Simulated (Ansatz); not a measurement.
Molecular dynamics of Mg9O8 (part 3 of 3)

Mg9O8 (defect cell, 17 atoms in the cell); DFT LDA, scalar-relativistic, plane waves, PAW, PAW set soft_1, no spin polarisation (Ansatz 0.2.0); cutoff 420 eV, 2×2×2 k-mesh, Fermi–Dirac smearing of 0.02 eV. The structure derives from an entry of the Crystallography Open Database. One setting was made poor on purpose. It belongs to a series of runs on one base structure; here: dynamics from the last frame of the run before.

Geometry of the input (Å; fractional positions):
```
0.0000  4.0110  4.0110
4.0110  0.0000  4.0110
4.0110  4.0110  0.0000
Mg -0.0039  0.0067  -0.0183
O  0.2185  0.2443  0.2667
Mg -0.0444  0.0241  0.5078
O  0.2072  0.2298  0.7570
Mg -0.0437  0.5247  0.0246
O  0.1729  0.7820  0.2402
Mg -0.0197  0.4605  0.5258
O  0.2202  0.7537  0.7940
Mg 0.4563  -0.0166  0.0488
O  0.7534  0.2692  0.2079
Mg 0.4727  -0.0324  0.5136
O  0.7235  0.2684  0.7653
Mg 0.4479  0.4957  0.0623
O  0.7734  0.7828  0.2161
Mg 0.6062  0.4636  0.4383
O  0.7482  0.7734  0.7362
Mg 0.1932  0.6220  0.5991
```

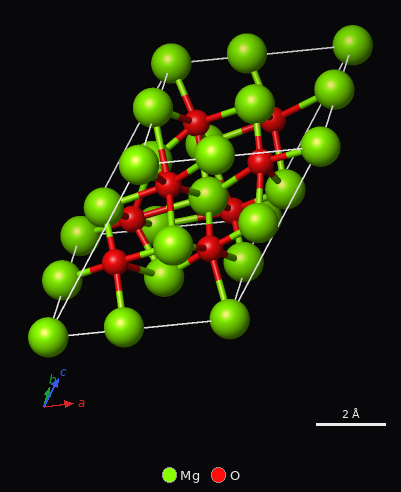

Figure 1. The geometry at step 127 of the log (ball-and-stick view of the cell of the calculation, seen at an oblique angle).

Trajectory as extended XYZ, continued:
```
17
Lattice="0.0000 4.0110 4.0110 4.0110 0.0000 4.0110 4.0110 4.0110 0.0000" Properties=species:S:1:pos:R:3:forces:R:3 step=55 time_fs=220.0 energy=-21558.75534 temperature=1529.3
Mg   -0.0530    0.0413    0.0805   -0.2997  -1.4983  -0.0225
O     1.7961    1.9523    2.1469    2.1873  -0.6632  -1.2611
Mg    1.9654    1.8911    0.2163   -0.4690   0.9716  -1.6873
O     3.7204    4.1000    2.1665    4.8768  -1.5049  -1.0830
Mg    2.4958    0.3029    1.3934    1.2245  -0.1365   0.7319
O     3.9057    2.0369    4.0945    0.9842  -1.3092  -2.0438
Mg    3.9889    1.6485    2.0142   -0.0531   1.1255   0.5014
O     5.9808    3.7143    4.1622    0.2731   1.8148  -2.3284
Mg   -0.2313    2.0021    2.0310    3.0579  -0.0417   1.3362
O     1.8487    4.0591    3.7653    0.9232   0.4326   0.7280
Mg    2.0655    3.9576    1.9117   -3.0820  -2.9807   1.6580
O     3.9432    6.0265    4.0952   -0.1479  -1.5416   0.7173
Mg    1.9690    2.1286    4.0101   -1.2025  -0.7106   0.1034
O     4.2726    3.8038    6.0879   -3.1260   2.0306  -1.0625
Mg    4.1292    3.8963    3.9222   -1.8589   2.6180   2.9539
O     6.0456    5.7051    5.9700   -2.8927   0.3203  -0.0517
Mg    5.3373    3.1789    2.4510   -0.3951   1.0734   0.8102
17
Lattice="0.0000 4.0110 4.0110 4.0110 0.0000 4.0110 4.0110 4.0110 0.0000" Properties=species:S:1:pos:R:3:forces:R:3 step=73 time_fs=292.0 energy=-21558.66224 temperature=1776.4
Mg   -0.0928   -0.0065   -0.0136   -0.2479  -0.6580   0.1500
O     1.9946    2.0310    2.0057    0.1663   0.7113   0.3026
Mg    2.0536    1.7486   -0.0641   -1.6125   1.9494   0.1347
O     3.8090    4.0602    2.2794   -1.8949   0.7899  -2.4056
Mg    2.4174    0.3820    1.5215    1.2016   0.3875  -0.4626
O     3.9461    1.8798    3.7494    0.7161   0.4783   1.6771
Mg    3.9507    1.9487    1.8039   -1.6290   0.5224   3.0086
O     5.9326    3.6216    4.2785    0.7886   1.9687  -1.7140
Mg    0.1194    2.0147    2.1103   -0.2577  -0.5671  -0.7084
O     1.8606    3.8829    3.8117    0.6980  -0.1061   1.0790
Mg    2.0294    4.1777    2.0131   -0.6954  -6.9486  -0.1081
O     3.9246    5.7499    4.0640    0.0885   0.7953  -1.6868
Mg    1.7874    1.8726    4.2082    2.4939   0.6506  -2.8608
O     4.1896    4.0057    5.8800   -1.2317  -0.2364   1.9756
Mg    3.8782    3.7717    4.1031    0.2906  -0.6802  -1.0044
O     6.2130    5.8358    6.0650   -0.4350   3.4711  -0.0728
Mg    5.2885    3.3556    2.5815    1.5605  -2.5282   2.6958
17
Lattice="0.0000 4.0110 4.0110 4.0110 0.0000 4.0110 4.0110 4.0110 0.0000" Properties=species:S:1:pos:R:3:forces:R:3 step=91 time_fs=364.0 energy=-21559.29447 temperature=2386.5
Mg    0.0469   -0.1783   -0.1038   -0.5907   2.4241   0.9534
O     1.9355    2.0901    1.9036   -0.1417  -0.6533   0.9709
Mg    2.2988    1.9784    0.1859    0.7698  -1.2298  -3.7369
O     3.7132    3.8845    2.1773    0.3969  -0.2957  -1.3883
Mg    2.1921    0.2162    1.5678   -0.4295  -2.2655   2.3840
O     3.9324    1.9276    3.9426    0.8237  -0.5709   0.2214
Mg    3.8303    1.8099    1.9144    1.7803   0.3324   0.0738
O     6.0664    3.9623    4.2126    0.6069   0.0116  -0.6818
Mg    0.0561    1.7567    1.8372   -1.8895   0.9131   1.0207
O     2.0037    3.9820    3.8720   -0.5254  -0.0198  -0.8498
Mg    1.8600    3.9238    2.0221    0.3833   2.2422   0.4855
O     4.2547    6.0490    3.8389   -1.8155   0.0611   0.3609
Mg    2.0824    2.0558    3.7450   -0.1211  -0.9831   2.8311
O     3.9613    3.8281    6.0023    0.7964  -0.1612  -0.1654
Mg    4.1193    4.2632    4.1084   -3.3157   1.2423   1.9022
O     5.8710    5.9132    6.0847    1.5193  -1.0805  -1.1811
Mg    5.0326    3.0643    3.0526    1.7523   0.0328  -3.2006
17
Lattice="0.0000 4.0110 4.0110 4.0110 0.0000 4.0110 4.0110 4.0110 0.0000" Properties=species:S:1:pos:R:3:forces:R:3 step=109 time_fs=436.0 energy=-21557.57295 temperature=1778.8
Mg    0.2431   -0.1727   -0.1703    0.0265   3.5232   0.1690
O     2.0872    2.1761    2.1986   -0.1956  -2.0149  -3.6154
Mg    1.9401    2.0325    0.1214    3.3712  -4.3984   3.9315
O     4.1331    4.1931    1.6970    0.0446  -1.8223   2.1672
Mg    2.1661    0.1001    1.9960    0.3203  -0.1313  -2.2321
O     3.9798    1.8095    4.0040   -1.2071  -2.7906   1.6240
Mg    3.8547    1.7627    1.7078    0.1649  -1.0261   0.9034
O     6.2332    3.8041    3.9855    0.1375   2.0151  -1.0500
Mg    0.0985    2.0957    2.0030   -0.6046  -3.3500  -0.6609
O     2.1298    3.6286    3.8041   -2.5640   1.0561   1.0881
Mg    2.1766    4.0403    1.8654   -0.1699   0.0927   1.0353
O     4.0678    6.1287    3.9764    0.2568  -1.4464  -1.5153
Mg    1.9930    1.7424    3.9187    0.7956   0.8785   2.3666
O     4.2911    3.7967    5.8498   -1.6945   4.1193   0.3126
Mg    3.6437    4.3843    3.9940    0.4525   0.4785   1.5821
O     5.8574    6.0268    6.2503    2.7808  -1.9452  -4.0216
Mg    4.7175    2.9528    3.0702   -1.9151   6.7617  -2.0845
17
Lattice="0.0000 4.0110 4.0110 4.0110 0.0000 4.0110 4.0110 4.0110 0.0000" Properties=species:S:1:pos:R:3:forces:R:3 step=127 time_fs=508.0 energy=-21557.17510 temperature=1629.9
Mg    0.0113    0.0114    0.0368   -0.3896  -1.3416  -0.6107
O     2.0300    1.9150    1.6604   -0.7159  -0.2507   1.6423
Mg    2.3897    1.6840   -0.2266    1.8683   1.1138   1.9804
O     3.8907    3.8661    2.2127    0.4350   1.2038  -1.8994
Mg    2.1550    0.0709    1.8494   -2.2520   0.7216  -0.4589
O     3.8277    1.8704    3.6984   -0.1440   0.1175   3.0419
Mg    3.8451    1.8259    1.9471    1.3605   1.7343  -1.2732
O     6.0456    4.3686    4.0775    0.7944   1.3827  -3.6363
Mg    0.0427    1.7493    1.6004    0.1093   1.7299   2.0930
O     2.1772    4.0095    3.8193   -3.0365  -0.6936   0.4333
Mg    1.9032    3.8127    1.6791    0.2205   0.0117   4.5547
O     4.2310    6.0672    4.1040   -3.9735  -0.6371  -0.8040
Mg    1.9220    2.3239    3.9887    2.4906  -5.2144  -0.5427
O     3.8667    3.9662    6.1931    2.7843  -1.0810  -1.2658
Mg    3.8699    4.1218    4.3032    1.7498   0.9088  -0.2276
O     6.0264    5.8890    6.0755   -0.1917   1.4400  -2.3622
Mg    5.1446    3.0826    3.2784   -1.1093  -1.1457  -0.6646
17
Lattice="0.0000 4.0110 4.0110 4.0110 0.0000 4.0110 4.0110 4.0110 0.0000" Properties=species:S:1:pos:R:3:forces:R:3 step=145 time_fs=580.0 energy=-21556.75201 temperature=1398.1
Mg    0.0841    0.2196    0.0704   -1.4075  -2.3029  -0.2116
O     1.8336    2.0416    2.0400    2.8021  -0.0188   0.9120
Mg    2.0822    1.5888    0.2881   -0.3493  -0.8509  -1.1671
O     3.9967    3.9016    1.9936    1.2940  -0.0919  -0.0224
Mg    2.1953   -0.0970    1.9689    1.4725   1.9741   0.0466
O     4.0509    2.1113    4.1974   -2.1313  -0.0189   1.6594
Mg    3.6479    2.2071    1.3748   -0.2716  -1.5999  -0.3144
O     5.9185    3.8226    4.1023    2.1843   0.3976  -2.1274
Mg    0.0504    2.1574    1.9451   -1.0573   1.1192  -0.4771
O     1.8701    3.7103    3.9951    0.7018   2.7045  -0.2293
Mg    2.1052    4.1149    1.9058   -2.4960  -2.2025   2.7755
O     4.0404    5.9057    3.6163   -0.1586   3.4722   4.0804
Mg    2.1146    1.9497    4.0448   -0.6604  -0.7417  -4.2867
O     4.1195    4.5586    6.3405    0.0949  -0.2897  -2.4308
Mg    4.1455    4.2269    3.8859   -2.0550  -3.5604   1.9989
O     6.1301    5.9080    5.7835    3.4072   0.7991  -0.4978
Mg    4.9475    2.3100    2.8231   -1.3697   1.2109   0.2918
17
Lattice="0.0000 4.0110 4.0110 4.0110 0.0000 4.0110 4.0110 4.0110 0.0000" Properties=species:S:1:pos:R:3:forces:R:3 step=164 time_fs=656.0 energy=-21557.20252 temperature=1569.0
Mg   -0.0619   -0.0412   -0.3264    1.0346  -0.9308   4.9181
O     1.8815    2.0891    2.3078    0.6465  -0.1420  -2.7034
Mg    1.7552    1.7515    0.0087    1.2427  -0.1950   0.5624
O     4.0822    3.9764    1.7568   -0.4532   1.0638   0.9004
Mg    2.0411    0.0984    1.9527    1.5960   0.6178  -0.2409
O     4.0559    2.1397    4.0919    1.0862  -0.0380  -0.6718
Mg    3.3500    1.9816    1.3160   -6.6509   0.0507   0.0479
O     6.1474    4.0178    4.1676   -0.4507  -0.1710  -1.1476
Mg    0.1128    1.8000    2.4007   -1.2495   1.0474  -2.5313
O     2.0476    3.8472    4.0227   -0.9738   1.5232   0.2260
Mg    2.1200    4.1184    2.1835   -0.0111  -0.6342  -2.1291
O     4.4822    5.9487    4.1822    3.7784   1.9751  -2.0967
Mg    2.3063    2.0081    4.0345   -1.3807  -0.3631   2.2823
O     4.0643    4.3056    6.0004    0.6391   0.7298  -0.9188
Mg    4.2523    4.1266    4.1319   -1.2621  -2.2402   0.7291
O     6.4160    6.2463    5.9666   -0.5265  -0.8845   0.5595
Mg    4.6959    2.4317    2.3240    2.9349  -1.4089   2.2138
17
Lattice="0.0000 4.0110 4.0110 4.0110 0.0000 4.0110 4.0110 4.0110 0.0000" Properties=species:S:1:pos:R:3:forces:R:3 step=182 time_fs=728.0 energy=-21557.76646 temperature=1820.3
Mg    0.1767    0.0439    0.0623   -0.6365  -0.0941   0.2838
O     2.0135    2.1938    2.2963    0.6870   0.5532   2.5167
Mg    1.8362    1.4544   -0.5657   -1.6417   2.3904  -1.4136
O     4.2440    4.2047    1.8441   -0.1530  -0.0519   5.1153
Mg    2.2105   -0.1364    2.3529   -0.4789   2.7140  -0.2278
O     4.1971    2.0298    4.2501   -0.0919   1.3621  -2.3838
Mg    2.8657    1.6650    0.9495    1.4552   2.1752   1.1182
O     6.2686    4.1074    4.2150   -0.9099   0.3672  -3.5066
Mg    0.1310    2.2578    2.2369    0.3784  -3.6527  -0.4906
O     2.2609    4.1374    4.4716   -0.5479  -4.3419  -0.2754
Mg    2.0615    4.0880    1.9105    3.1638  -1.9179   0.5701
O     4.4225    6.2304    4.3999    0.7929  -0.9867  -1.6884
Mg    2.2124    2.0122    4.1314    1.3777   1.5061  -0.7431
O     4.2419    4.1006    6.0184   -1.9536   2.0550   1.6865
Mg    4.2357    4.0993    4.0978    0.5163  -0.9175  -1.2507
O     6.2932    6.1713    5.9163   -1.1533  -1.4937   0.1163
Mg    4.3384    2.3931    2.2471   -0.8044   0.3332   0.5733
17
Lattice="0.0000 4.0110 4.0110 4.0110 0.0000 4.0110 4.0110 4.0110 0.0000" Properties=species:S:1:pos:R:3:forces:R:3 step=200 time_fs=800.0 energy=-21556.71300 temperature=1302.4
Mg    0.0019    0.0509    0.3067    0.6441  -0.4078  -2.0263
O     2.1423    2.1512    1.9920    2.1661  -0.2364  -1.1201
Mg    1.2546    1.7711   -0.3185   -0.4622   0.0166  -1.8290
O     4.1817    4.1446    2.0361    1.1579  -0.5641   3.3250
Mg    2.2690    0.0704    2.3533    0.0170   1.3694  -1.2992
O     3.8250    2.0749    4.3806    2.6682   0.1617   3.6270
Mg    2.9543    1.3451    0.2388    5.6561   3.0290   1.9331
O     6.2907    4.3367    4.2353   -2.5131  -0.6402   0.2690
Mg    0.3397    2.0663    2.2829   -2.0999  -0.3526  -3.8260
O     1.9234    4.1098    4.1350   -1.7113  -3.7081   1.0559
Mg    2.2769    4.1513    2.1954    0.9661  -0.6089  -1.1213
O     4.4088    6.2614    3.9551    1.1929   0.7340   3.5920
Mg    2.2851    2.2071    3.9144   -5.0475   0.8715  -0.1525
O     4.4224    4.1980    6.5420   -1.2172   1.3706  -3.1453
Mg    4.5582    3.7545    4.5218   -0.3846   1.6549  -0.1564
O     6.3890    6.2808    6.3960   -0.5417  -2.5547  -0.8811
Mg    4.3643    2.2092    1.7565   -0.4909  -0.1350   1.7554
```

Results in brief:

- outcome: finished
- mean temperature over the second half: 1806 K
- trajectory: 200 steps, 800 fs
- ensemble: nvt_nose_hoover
- temperature in the input: 1680.0 K
- time step: 4 fs
- electrons treated: 138
- potential energy (free energy of the electrons) (last step): −21556.7130 eV
- Fermi energy (last step): 17.258 eV
- largest force (length of the vector) (last step): 6.701 eV/Å
- hardware: 1 thread of Arm Neoverse V2, 24 GiB of memory available, shared host
- wall time: 13 min
- peak memory: 0.42 GiB

Warnings of the run: the PAW datasets were made with another functional. The time step is long for the lightest atoms at this temperature, so the integration is inaccurate. The input asks for low accuracy. The k-point mesh is coarse for a cell of this size, so the results may not be converged.
